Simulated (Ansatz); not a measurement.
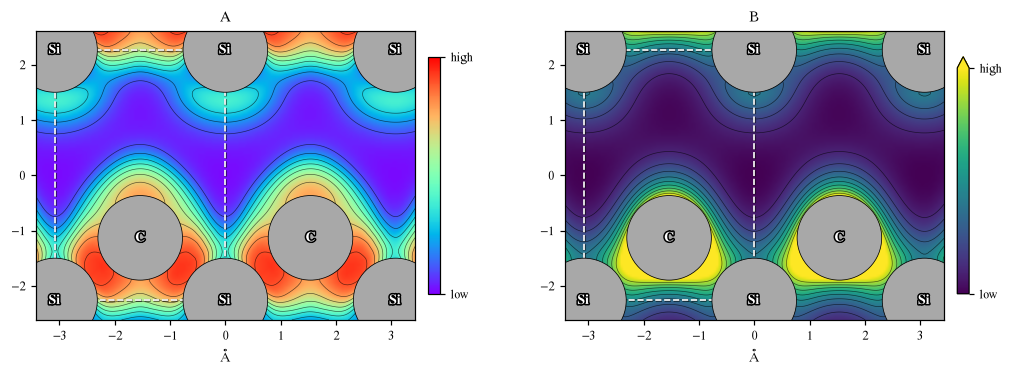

SiC: 2 fields on the (010) plane of the conventional cell, with unlabelled colour scales. Grey discs cover the atomic cores.

Space group I-4m2; started from the zincblende prototype, which need not be the ambient phase; changed on purpose from its base cell (uniaxial z strain +4.0%); computed pressure about −8 GPa in this cell.

Theory: DFT, r2SCAN, plane waves, PAW in Ansatz 0.2.0.

The calculation's input:

```
crystal:
  lattice:
    - [0.0, 2.178052351, 2.2651744451]
    - [2.178052351, 0.0, 2.2651744451]
    - [2.178052351, 2.178052351, 0.0]
  atoms:
    - { symbol: Si, position: [0.0, 0.0, 0.0] }
    - { symbol: C, position: [0.25, 0.25, 0.25] }
kpoints:
  mp_grid: { grid: [10, 10, 10] }
  band_path:
    path:
      - [0.0, 0.0, 0.0]
      - [-0.5, -0.5, 0.0]
      - [-0.375, -0.375, 0.25]
      - [-0.375, 0.0, 0.375]
      - [0.0, 0.0, 0.5]
      - [-0.5, -0.25, 0.25]
      - [0.0, 0.5, 0.5]
    npoints: 1
hamiltonian:
  xc: r2scan
scf:
  occupations: { method: fixed }
  n_extra_bands: 4
output:
  forces: true
  stress: true
  eigenvalues: true
  write_density: true
  write_potential: true
  elf: true
  volumetric_format: npy
```

Command:

```sh
ansatz run input.yaml --threads 2 --pin off --max-ram 20275MiB --backend cpu --events-out ev --progress --plain --runs-dir out
```

Below, planes, directions and counts refer to the conventional cell (a = 3.08 Å, b = 3.08 Å, c = 4.53 Å, α = 90.00°, β = 90.00°, γ = 90.00°).

### Which field does each panel show? The fields are: electron localisation function and valence pseudo-density.

Panel A: electron localisation function. Panel B: valence pseudo-density. From the grid: Si–C (1.91 Å): the density is about 0.87 e/Å³ at the midpoint; the ELF peaks at about 0.95 between the atoms; a covalent bond.
